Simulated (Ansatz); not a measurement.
System: BN, space group F-43m (No. 216) (one of a set of cubic test structures, which need not be the stable phase).

Calculation (Ansatz 0.2.0 development build): equation of state of a cubic crystal from periodic Kohn-Sham density functional theory without spin, third-order Birch-Murnaghan fit to the free energies; pressure corrected for the finite basis. Level: HSE06.

- structure type: zinc blende
- atoms in cell: 2
- space group number: 216
- lattice centring: face-centred primitive
- k mesh: 4×4×4
- occupation method: Fermi–Dirac
- occupation width: 0.05 eV
- wave cutoff: 700 eV
- datasets: hard PAW
- density tolerance: 0 eV
- bands: 8
- density cutoff ratio: 4
- search for lower states: default
- exchange singularity: regularized

Describe the result: the energy above the lowest point against volume. The volume takes the values 5.5007, 5.6801, 5.8594, 6.0388, 6.2182 Å³/atom.

A third-order Birch–Murnaghan fit gives V0 = 5.82 Å³/atom, B0 = 404 GPa and B′ = 3.6. The energy above the lowest point is 23.9 meV/atom at volume 5.5007 Å³/atom and 30.5 meV/atom at 6.2182 Å³/atom; the lowest computed point is at volume 5.8594 Å³/atom (0.0 meV/atom), and no other minimum shows.

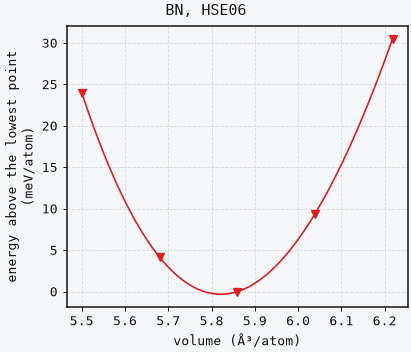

Note: coarse k-mesh, values are not converged in k; pseudopotentials made with PBE, not this functional.
